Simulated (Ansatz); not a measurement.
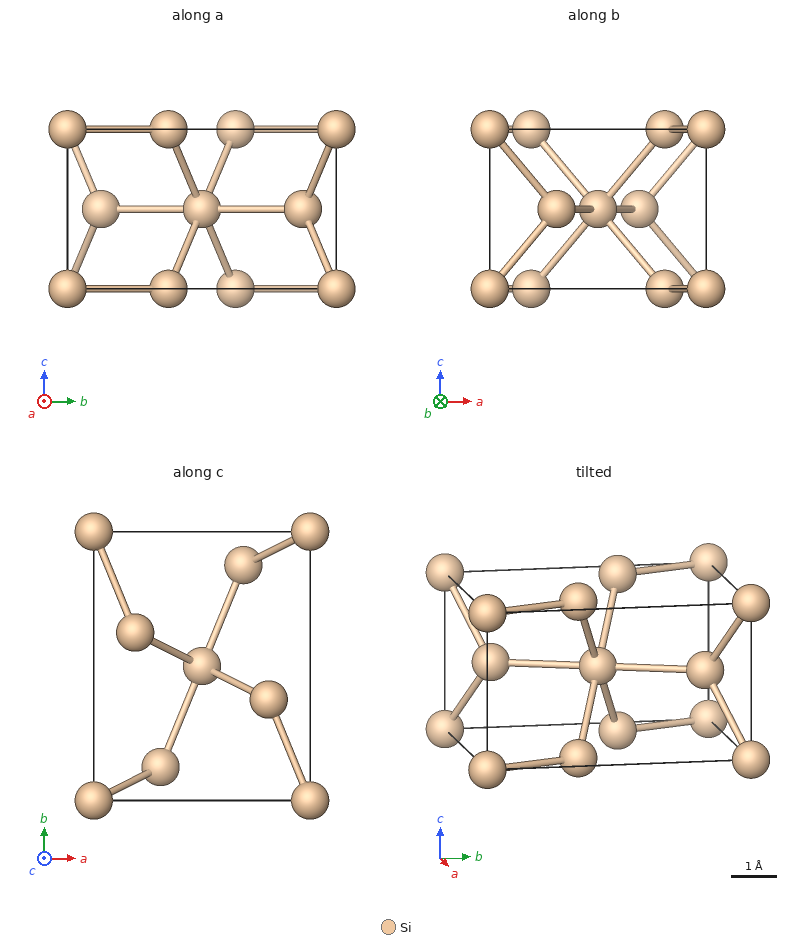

A ball-and-stick rendering, viewed along the a axis, along the b axis, along the c axis and slightly off an axis. The conventional unit cell is drawn as a box.

Lattice parameters: a = 4.880 Å, b = 6.065 Å, c = 3.599 Å, α = 90.00°, β = 90.00°, γ = 90.00°.

### Write down what is shown as a table of Wyckoff sites, with free fractional coordinates to two decimals.

Space group Pnnm (No. 58).
```tsv
atom	site	x	y	z
Si	2a	0.50	0.50	0.50
Si	4g	0.31	0.12	0.50
```

Starting structure: a random cell made by a generator, so it need not be a real form of the element. Earlier steps of the study, as a rule a relaxation of our own, may have changed the cell and positions, so they can lie some per cent off the listed ones. An electronic-structure calculation with Ansatz was run on it.
